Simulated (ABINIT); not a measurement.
Geometry relaxation, with input and output: Ag (part 3 of 3)

Continued. System: Ag (P6₃/mmc, 2 atoms in the cell). Method: Kohn-Sham DFT of a periodic cell, PBE, JTH PAW PBE v2.0, no spin polarisation (ABINIT 10.8.3); cutoff 462.59 eV, 8×8×4 k-mesh, fermi-dirac of 0.05 eV. The structure derives from an entry of the Crystallography Open Database.

Geometry of the input (Å; fractional positions):
```
2.9300  0.0000  0.0000
-1.4650  2.5375  0.0000
0.0000  0.0000  4.7900
Ag 0.6667  0.3333  0.7500
Ag 0.3333  0.6667  0.2500
```

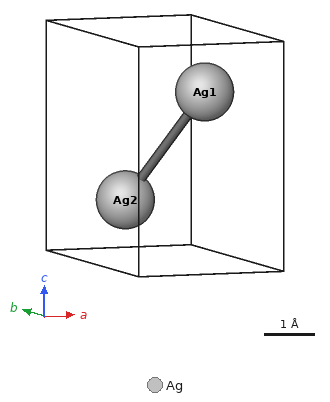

The geometry at step 4 of the log (ball-and-stick view of the cell of the calculation, seen at an oblique angle; atoms are numbered from 1 in the order of the input).

### Log, continued
```
 Cartesian coordinates (xcart) [bohr]
  2.79964795938353E+00  1.61637750299365E+00  6.72059063683917E+00
 -4.43568085052723E-17  3.23275500598731E+00  2.24019687894639E+00
 Reduced coordinates (xred)
  6.66666666666667E-01  3.33333333333333E-01  7.50000000000000E-01
  3.33333333333333E-01  6.66666666666667E-01  2.50000000000000E-01
 Cartesian forces (fcart) [Ha/bohr]; max,rms= 6.01112E-30 4.00742E-30 (free atoms)
 -6.01112457311261E-30 -3.47052439040308E-30 -0.00000000000000E+00
  6.01112457311261E-30  3.47052439040308E-30 -0.00000000000000E+00
 Gradient of E wrt nuclear positions in reduced coordinates (gred)
  3.36580652894298E-29  3.24616351244616E-46  0.00000000000000E+00
 -3.36580652894298E-29 -3.24616351244616E-46 -0.00000000000000E+00
 Scale of Primitive Cell (acell) [bohr]
  5.59929591876707E+00  5.59929591878626E+00  8.96078751578557E+00
 Real space primitive translations (rprimd) [bohr]
  5.59929591876707E+00  0.00000000000000E+00  0.00000000000000E+00
 -2.79964795938353E+00  4.84913250898097E+00  0.00000000000000E+00
  0.00000000000000E+00  0.00000000000000E+00  8.96078751578557E+00
 Unitary Cell Volume (ucvol) [Bohr^3]=  2.43300864103497E+02
 Angles (23,13,12)= [degrees]
  9.00000000000000E+01  9.00000000000000E+01  1.19999999999887E+02
 Lengths [Bohr]
  5.59929591876707E+00  5.59929591878626E+00  8.96078751578557E+00
 Stress tensor in cartesian coordinates (strten) [Ha/bohr^3]
  4.11771621619886E-06  0.00000000000000E+00  0.00000000000000E+00
  0.00000000000000E+00  4.11771594145335E-06  0.00000000000000E+00
  0.00000000000000E+00  0.00000000000000E+00  7.89997631346281E-06
 Total energy (etotal) [Ha]= -7.64402844745978E+01

 Difference of energy with previous step (new-old):
           Absolute (Ha)=-8.31741E-06
           Relative     =-1.08809E-07

--- Iteration: ( 7/50) Internal Cycle: (1/1)
--------------------------------------------------------------------------------

---SELF-CONSISTENT-FIELD CONVERGENCE--------------------------------------------

--- !BeginCycle
iteration_state: {dtset: 1, itime: 7, icycle: 1, }
solver: {iscf: 17, nstep: 80, nline: 4, wfoptalg: 10, }
tolerances: {tolvrs: 1.00E-10, }
...

     iter   Etot(hartree)      deltaE(h)  residm     nres2
 ETOT  1  -76.440328478025    -7.644E+01 8.070E-06 1.083E-02
 ETOT  2  -76.440294308648     3.417E-05 1.756E-08 1.769E-03
 ETOT  3  -76.440288131955     6.177E-06 2.771E-07 2.093E-04
 ETOT  4  -76.440287128704     1.003E-06 8.615E-08 5.355E-06
 ETOT  5  -76.440287114379     1.433E-08 1.277E-09 6.689E-07
 ETOT  6  -76.440287114947    -5.686E-10 4.090E-09 3.156E-09
 ETOT  7  -76.440287114956    -8.995E-12 1.312E-10 5.306E-10
 ETOT  8  -76.440287114956     3.411E-13 4.851E-10 2.447E-12

 At SCF step    8       nres2   =  2.45E-12 < tolvrs=  1.00E-10 =>converged.

 Cartesian components of stress tensor (hartree/bohr^3)
  sigma(1 1)=  9.39954830E-07  sigma(3 2)=  0.00000000E+00
  sigma(2 2)=  9.39954555E-07  sigma(3 1)=  0.00000000E+00
  sigma(3 3)=  1.35368446E-06  sigma(2 1)=  0.00000000E+00

--- !ResultsGS
iteration_state: {dtset: 1, itime: 7, icycle: 1, }
comment   : Summary of ground state results
lattice_vectors:
- [  5.6027602,   0.0000000,   0.0000000, ]
- [ -2.8013801,   4.8521326,   0.0000000, ]
- [  0.0000000,   0.0000000,   8.9376575, ]
lattice_lengths: [   5.60276,    5.60276,    8.93766, ]
lattice_angles: [ 90.000,  90.000, 120.000, ] # degrees, (23, 13, 12)
lattice_volume:   2.4297322E+02
convergence: {deltae:  3.411E-13, res2:  2.447E-12, residm:  4.851E-10, diffor: null, }
etotal    :  -7.64402871E+01
entropy   :   0.00000000E+00
fermie    :   1.17459971E-01
cartesian_stress_tensor: # hartree/bohr^3
- [  9.39954830E-07,   0.00000000E+00,   0.00000000E+00, ]
- [  0.00000000E+00,   9.39954555E-07,   0.00000000E+00, ]
- [  0.00000000E+00,   0.00000000E+00,   1.35368446E-06, ]
pressure_GPa:  -3.1712E-02
xred      :
- [  6.6667E-01,   3.3333E-01,   7.5000E-01, Ag]
- [  3.3333E-01,   6.6667E-01,   2.5000E-01, Ag]
cartesian_forces: # hartree/bohr
- [ -1.20148156E-29,  -4.85572993E-29,  -0.00000000E+00, ]
- [  1.20148156E-29,   4.85572993E-29,  -0.00000000E+00, ]
force_length_stats: {min:   5.00216664E-29, max:   5.00216664E-29, mean:   5.00216664E-29, }
...

 Integrated electronic density in atomic spheres:
 ------------------------------------------------
 Atom  Sphere_radius  Integrated_density
    1        2.51516          9.76447001
    2        2.51516          9.76447001

---OUTPUT-----------------------------------------------------------------------

 Cartesian coordinates (xcart) [bohr]
  2.80138008676285E+00  1.61737754720238E+00  6.70324313585163E+00
  1.03416521751668E-16  3.23475509440476E+00  2.23441437861721E+00
 Reduced coordinates (xred)
  6.66666666666667E-01  3.33333333333333E-01  7.50000000000000E-01
  3.33333333333333E-01  6.66666666666667E-01  2.50000000000000E-01
 Cartesian forces (fcart) [Ha/bohr]; max,rms= 4.85573E-29 2.88800E-29 (free atoms)
 -1.20148156433580E-29 -4.85572993214733E-29 -0.00000000000000E+00
  1.20148156433580E-29  4.85572993214733E-29 -0.00000000000000E+00
 Gradient of E wrt nuclear positions in reduced coordinates (gred)
  6.73161305788597E-29  2.01948391736579E-28  0.00000000000000E+00
 -6.73161305788597E-29 -2.01948391736579E-28 -0.00000000000000E+00
 Scale of Primitive Cell (acell) [bohr]
  5.60276017352570E+00  5.60276017354490E+00  8.93765751446885E+00
 Real space primitive translations (rprimd) [bohr]
  5.60276017352570E+00  0.00000000000000E+00  0.00000000000000E+00
 -2.80138008676285E+00  4.85213264160714E+00  0.00000000000000E+00
  0.00000000000000E+00  0.00000000000000E+00  8.93765751446885E+00
 Unitary Cell Volume (ucvol) [Bohr^3]=  2.42973218303163E+02
 Angles (23,13,12)= [degrees]
  9.00000000000000E+01  9.00000000000000E+01  1.19999999999887E+02
 Lengths [Bohr]
  5.60276017352570E+00  5.60276017354490E+00  8.93765751446885E+00
 Stress tensor in cartesian coordinates (strten) [Ha/bohr^3]
  9.39954830161266E-07  0.00000000000000E+00  0.00000000000000E+00
  0.00000000000000E+00  9.39954554687178E-07  0.00000000000000E+00
  0.00000000000000E+00  0.00000000000000E+00  1.35368446374518E-06
 Total energy (etotal) [Ha]= -7.64402871149560E+01

 Difference of energy with previous step (new-old):
           Absolute (Ha)=-2.64036E-06
           Relative     =-3.45414E-08

--- Iteration: ( 8/50) Internal Cycle: (1/1)
--------------------------------------------------------------------------------

---SELF-CONSISTENT-FIELD CONVERGENCE--------------------------------------------

--- !BeginCycle
iteration_state: {dtset: 1, itime: 8, icycle: 1, }
solver: {iscf: 17, nstep: 80, nline: 4, wfoptalg: 10, }
tolerances: {tolvrs: 1.00E-10, }
...

     iter   Etot(hartree)      deltaE(h)  residm     nres2
 ETOT  1  -76.440288255944    -7.644E+01 3.371E-07 3.138E-04
 ETOT  2  -76.440287408188     8.478E-07 8.485E-10 6.302E-05
 ETOT  3  -76.440287195908     2.123E-07 9.795E-09 5.070E-06
 ETOT  4  -76.440287172857     2.305E-08 1.704E-09 1.937E-07
 ETOT  5  -76.440287172245     6.118E-10 8.520E-11 1.633E-08
 ETOT  6  -76.440287172268    -2.248E-11 1.701E-10 7.547E-11

 At SCF step    6       nres2   =  7.55E-11 < tolvrs=  1.00E-10 =>converged.

 Cartesian components of stress tensor (hartree/bohr^3)
  sigma(1 1)=  1.50881029E-07  sigma(3 2)=  0.00000000E+00
  sigma(2 2)=  1.50880754E-07  sigma(3 1)=  0.00000000E+00
  sigma(3 3)=  9.18765827E-08  sigma(2 1)=  0.00000000E+00

--- !ResultsGS
iteration_state: {dtset: 1, itime: 8, icycle: 1, }
comment   : Summary of ground state results
lattice_vectors:
- [  5.6030483,   0.0000000,   0.0000000, ]
- [ -2.8015241,   4.8523821,   0.0000000, ]
- [  0.0000000,   0.0000000,   8.9340487, ]
lattice_lengths: [   5.60305,    5.60305,    8.93405, ]
lattice_angles: [ 90.000,  90.000, 120.000, ] # degrees, (23, 13, 12)
lattice_volume:   2.4290009E+02
convergence: {deltae: -2.248E-11, res2:  7.547E-11, residm:  1.701E-10, diffor: null, }
etotal    :  -7.64402872E+01
entropy   :   0.00000000E+00
fermie    :   1.17552245E-01
cartesian_stress_tensor: # hartree/bohr^3
- [  1.50881029E-07,   0.00000000E+00,   0.00000000E+00, ]
- [  0.00000000E+00,   1.50880754E-07,   0.00000000E+00, ]
- [  0.00000000E+00,   0.00000000E+00,   9.18765827E-08, ]
pressure_GPa:  -3.8604E-03
xred      :
- [  6.6667E-01,   3.3333E-01,   7.5000E-01, Ag]
- [  3.3333E-01,   6.6667E-01,   2.5000E-01, Ag]
cartesian_forces: # hartree/bohr
- [ -1.20141979E-29,   3.46820019E-29,  -1.17731005E-31, ]
- [  1.20141979E-29,  -3.46820019E-29,   1.17731005E-31, ]
force_length_stats: {min:   3.67041697E-29, max:   3.67041697E-29, mean:   3.67041697E-29, }
...

 Integrated electronic density in atomic spheres:
 ------------------------------------------------
 Atom  Sphere_radius  Integrated_density
    1        2.51516          9.76259681
    2        2.51516          9.76259681

---OUTPUT-----------------------------------------------------------------------

 Cartesian coordinates (xcart) [bohr]
  2.80152412903038E+00  1.61746071004431E+00  6.70053656057782E+00
  2.93803309044011E-17  3.23492142008862E+00  2.23351218685927E+00
 Reduced coordinates (xred)
  6.66666666666667E-01  3.33333333333333E-01  7.50000000000000E-01
  3.33333333333333E-01  6.66666666666667E-01  2.50000000000000E-01
 Cartesian forces (fcart) [Ha/bohr]; max,rms= 3.46820E-29 2.11912E-29 (free atoms)
 -1.20141978934442E-29  3.46820019392287E-29 -1.17731005284297E-31
  1.20141978934442E-29 -3.46820019392287E-29  1.17731005284297E-31
 Gradient of E wrt nuclear positions in reduced coordinates (gred)
  6.73161305788597E-29 -2.01948391736579E-28  1.05181454029468E-30
 -6.73161305788597E-29  2.01948391736579E-28 -1.05181454029468E-30
 Scale of Primitive Cell (acell) [bohr]
  5.60304825806075E+00  5.60304825807995E+00  8.93404874743710E+00
 Real space primitive translations (rprimd) [bohr]
  5.60304825806075E+00  0.00000000000000E+00  0.00000000000000E+00
 -2.80152412903038E+00  4.85238213013293E+00  0.00000000000000E+00
  0.00000000000000E+00  0.00000000000000E+00  8.93404874743710E+00
 Unitary Cell Volume (ucvol) [Bohr^3]=  2.42900089864944E+02
 Angles (23,13,12)= [degrees]
  9.00000000000000E+01  9.00000000000000E+01  1.19999999999887E+02
 Lengths [Bohr]
  5.60304825806075E+00  5.60304825807995E+00  8.93404874743710E+00
 Stress tensor in cartesian coordinates (strten) [Ha/bohr^3]
  1.50881029128969E-07  0.00000000000000E+00  0.00000000000000E+00
  0.00000000000000E+00  1.50880753519572E-07  0.00000000000000E+00
  0.00000000000000E+00  0.00000000000000E+00  9.18765827410961E-08
 Total energy (etotal) [Ha]= -7.64402871722677E+01

 Difference of energy with previous step (new-old):
           Absolute (Ha)=-5.73117E-08
           Relative     =-7.49757E-10

 At Broyd/MD step   8, gradients are converged :
  max grad (force/stress) = 1.5088E-05 < tolmxf= 2.0000E-05 ha/bohr (free atoms)

================================================================================

 ----iterations are completed or convergence reached----

 Mean square residual over all n,k,spin=   47.846E-14; max=  17.009E-11
 reduced coordinates (array xred) for    2 atoms
       0.666666666667      0.333333333333      0.750000000000
       0.333333333333      0.666666666667      0.250000000000
 rms dE/dt=  1.5052E-28; max dE/dt=  3.3658E-28; dE/dt below (all hartree)
    1       0.000000000000     -0.000000000000      0.000000000000
    2       0.000000000000      0.000000000000     -0.000000000000

 cartesian coordinates (angstrom) at end:
    1      1.48250272387200     0.85592334670577     3.54577124627466
    2      0.00000000000000     1.71184669341153     1.18192374875822

 cartesian forces (hartree/bohr) at end:
    1     -0.00000000000000     0.00000000000000    -0.00000000000000
    2      0.00000000000000    -0.00000000000000     0.00000000000000
 frms,max,avg= 2.1191162E-29 3.4682002E-29   0.000E+00  0.000E+00  0.000E+00 h/b

 cartesian forces (eV/Angstrom) at end:
    1     -0.00000000000000     0.00000000000000    -0.00000000000000
    2      0.00000000000000    -0.00000000000000     0.00000000000000
 frms,max,avg= 1.0896934E-27 1.7834202E-27   0.000E+00  0.000E+00  0.000E+00 e/A
 length scales=  5.603048258061  5.603048258080  8.934048747437 bohr
              =  2.965005447744  2.965005447754  4.727694995033 angstroms
 Fermi (or HOMO) energy (hartree) =   0.11755   Average Vxc (hartree)=  -0.44051
 Eigenvalues (hartree) for nkpt=  30  k points:
 kpt#   1, nband= 15, wtk=  0.00391, kpt=  0.0000  0.0000  0.0000 (reduced coord)
  -0.14770   -0.09860   -0.04255   -0.04224   -0.04224   -0.03359   -0.03359   -0.02589
  -0.02589    0.01106    0.01106    0.12083    0.25673    0.70257    0.76365
      occupation numbers for kpt#   1
   2.00000    2.00000    2.00000    2.00000    2.00000    2.00000    2.00000    2.00000
   2.00000    2.00000    2.00000    0.28791    0.00000    0.00000    0.00000
 prteigrs : prtvol=0 or 1, do not print more k-points.

--- !EnergyTerms
iteration_state     : {dtset: 1, itime: 8, icycle: 1, }
comment             : Components of total free energy in Hartree
kinetic             :  2.01839807082285E+01
hartree             :  1.27560854660439E+01
xc                  : -2.44974699041228E+01
Ewald energy        : -7.05618787155866E+01
psp_core            :  7.32527450278184E+00
local_psp           : -3.24684093940024E+01
PAW spherical_terms :  1.08224540062577E+01
internal            : -7.64399633303999E+01
'-kT*entropy'       : -3.24235320907566E-04
total_energy        : -7.64402875657208E+01
total_energy_eV     : -2.08004618970469E+03
...

--- !EnergyTermsDC
iteration_state     : {dtset: 1, itime: 8, icycle: 1, }
comment             : '"Double-counting" decomposition of free energy'
band_energy         : -6.41442814835092E-01
Ewald energy        : -7.05618787155866E+01
psp_core            :  7.32527450278184E+00
xc_dc               : -2.95256498406477E+01
PAW spherical_terms :  1.69637339313408E+01
internal            : -7.64399629369468E+01
'-kT*entropy'       : -3.24235320907566E-04
total_energy_dc     : -7.64402871722677E+01
total_energy_dc_eV  : -2.08004617899828E+03
...

--- !EnergyTermsWithPAWCore
iteration_state     : {dtset: 1, itime: 8, icycle: 1, }
comment             : 'Components of total free energy, including PAW core contributions'
Total energy        : -1.06322669936862E+04
Total energy DC     : -1.06322669932928E+04
Total energy (eV)   : -2.89318723835592E+05
Total energy DC (eV): -2.89318723824885E+05
...

 Cartesian components of stress tensor (hartree/bohr^3)
  sigma(1 1)=  1.50881029E-07  sigma(3 2)=  0.00000000E+00
  sigma(2 2)=  1.50880754E-07  sigma(3 1)=  0.00000000E+00
  sigma(3 3)=  9.18765827E-08  sigma(2 1)=  0.00000000E+00

-Cartesian components of stress tensor (GPa)         [Pressure= -3.8604E-03 GPa]
- sigma(1 1)=  4.43907314E-03  sigma(3 2)=  0.00000000E+00
- sigma(2 2)=  4.43906503E-03  sigma(3 1)=  0.00000000E+00
- sigma(3 3)=  2.70310239E-03  sigma(2 1)=  0.00000000E+00

== END DATASET(S) ==============================================================
================================================================================

 -outvars: echo values of variables after computation  --------
            acell      5.6030482581E+00  5.6030482581E+00  8.9340487474E+00 Bohr
           etotal     -7.6440287172E+01
            fcart     -1.2014197893E-29  3.4682001939E-29 -1.1773100528E-31
                       1.2014197893E-29 -3.4682001939E-29  1.1773100528E-31
            rprim      1.0000000000E+00  0.0000000000E+00  0.0000000000E+00
                      -5.0000000000E-01  8.6602540379E-01  0.0000000000E+00
                       0.0000000000E+00  0.0000000000E+00  1.0000000000E+00
           strten      1.5088102913E-07  1.5088075352E-07  9.1876582741E-08
                       0.0000000000E+00  0.0000000000E+00  0.0000000000E+00
           xangst      1.4825027239E+00  8.5592334671E-01  3.5457712463E+00
                       1.5547401553E-17  1.7118466934E+00  1.1819237488E+00
             xred      6.6666666667E-01  3.3333333333E-01  7.5000000000E-01
                       3.3333333333E-01  6.6666666667E-01  2.5000000000E-01
 Calculation completed.
```

### Trajectory as extended XYZ (Å, eV, eV/Å), 8 frames, from step=0 to step=7
```
2
Lattice="2.9300 0.0000 0.0000 -1.4650 2.5375 0.0000 0.0000 0.0000 4.7900" Properties=species:S:1:pos:R:3:forces:R:3 step=0 energy=-2080.04322
Ag    1.4650    0.8458    3.5925    0.0000   0.0000   0.0000
Ag    0.0000    1.6916    1.1975    0.0000   0.0000   0.0000
2
Lattice="2.9341 0.0000 0.0000 -1.4670 2.5410 0.0000 0.0000 0.0000 4.7898" Properties=species:S:1:pos:R:3:forces:R:3 step=1 energy=-2080.04396
Ag    1.4670    0.8470    3.5924    0.0000   0.0000   0.0000
Ag    0.0000    1.6940    1.1975    0.0000   0.0000   0.0000
2
Lattice="2.9491 0.0000 0.0000 -1.4746 2.5540 0.0000 0.0000 0.0000 4.7854" Properties=species:S:1:pos:R:3:forces:R:3 step=2 energy=-2080.04531
Ag    1.4746    0.8513    3.5890    0.0000   0.0000   0.0000
Ag    0.0000    1.7027    1.1963    0.0000   0.0000   0.0000
2
Lattice="2.9518 0.0000 0.0000 -1.4759 2.5564 0.0000 0.0000 0.0000 4.7809" Properties=species:S:1:pos:R:3:forces:R:3 step=3 energy=-2080.04545
Ag    1.4759    0.8521    3.5857    0.0000   0.0000   0.0000
Ag    0.0000    1.7042    1.1952    0.0000   0.0000   0.0000
2
Lattice="2.9590 0.0000 0.0000 -1.4795 2.5626 0.0000 0.0000 0.0000 4.7607" Properties=species:S:1:pos:R:3:forces:R:3 step=4 energy=-2080.04588
Ag    1.4795    0.8542    3.5705    0.0000   0.0000   0.0000
Ag    0.0000    1.7084    1.1902    0.0000   0.0000   0.0000
2
Lattice="2.9630 0.0000 0.0000 -1.4815 2.5661 0.0000 0.0000 0.0000 4.7418" Properties=species:S:1:pos:R:3:forces:R:3 step=5 energy=-2080.04611
Ag    1.4815    0.8554    3.5564    0.0000   0.0000   0.0000
Ag    0.0000    1.7107    1.1855    0.0000   0.0000   0.0000
2
Lattice="2.9649 0.0000 0.0000 -1.4824 2.5676 0.0000 0.0000 0.0000 4.7296" Properties=species:S:1:pos:R:3:forces:R:3 step=6 energy=-2080.04618
Ag    1.4824    0.8559    3.5472    0.0000   0.0000   0.0000
Ag    0.0000    1.7118    1.1824    0.0000   0.0000   0.0000
2
Lattice="2.9650 0.0000 0.0000 -1.4825 2.5678 0.0000 0.0000 0.0000 4.7277" Properties=species:S:1:pos:R:3:forces:R:3 step=7 energy=-2080.04618
Ag    1.4825    0.8559    3.5458    0.0000   0.0000   0.0000
Ag    0.0000    1.7118    1.1819    0.0000   0.0000   0.0000
```

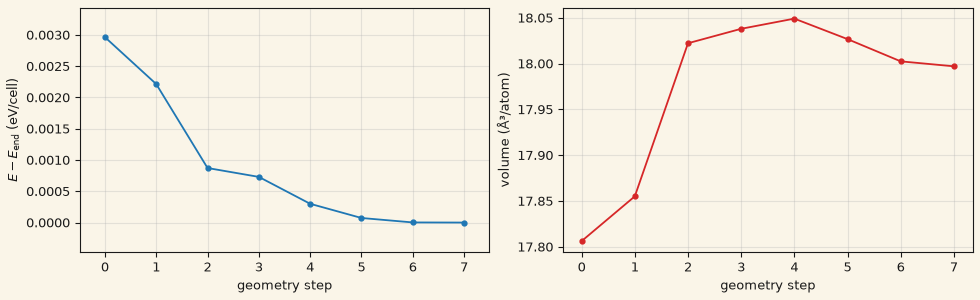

Progress of the relaxation, step by step (steps are counted from 0).

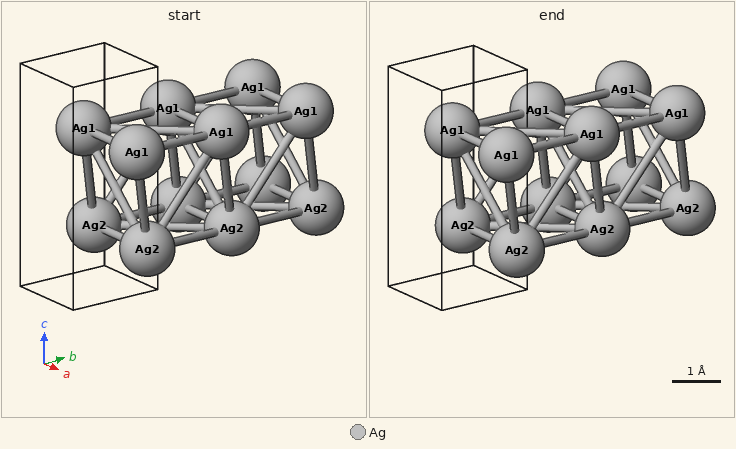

Before (left) and after (right) the relaxation, at one scale (ball-and-stick view of the cell of the calculation, repeated 2 × 3 × 1, seen slightly off an axis). Over 7 geometry steps the energy falls by 3.0 meV per cell of the calculation. All forces vanish by symmetry, so only the cell relaxes. No atom moves by more than 0.005 Å relative to the cell. The drawn cell changes as follows: a = b 2.930 → 2.965 Å (+1.2 %), c 4.790 → 4.728 Å (−1.3 %); the volume changes by +1.1 %. Among the contacts that change: Ag1–Ag1 2.930 → 2.965 Å, Ag1–Ag2 2.932 → 2.919 Å. The space group stays P6_3/mmc (No. 194). (Atoms are counted from 1 in the order of the input.)

### Summary

| quantity | value |
| --- | --- |
| outcome | converged |
| space group (tolerance 0.01 Å) | P6₃/mmc (194) |
| electrons treated | 22 |
| free energy | −2080.0462 eV |
| Fermi energy | 3.199 eV |
| gap on the k-point mesh | none (metallic) |
| pressure | 0.00 GPa |
| final volume | 35.99 Å³ |
| largest force (length of the vector) at the end | under 0.001 eV/Å |
| final cell | a = 2.965 Å, b = 2.965 Å, c = 4.728 Å, α = 90.00°, β = 90.00°, γ = 120.00° |
| hardware | 1 thread of Intel Xeon @ 2.90GHz (Ice Lake), 32 GiB of memory available, shared host |
| wall time | 84 s |
| peak memory | 0.12 GiB |
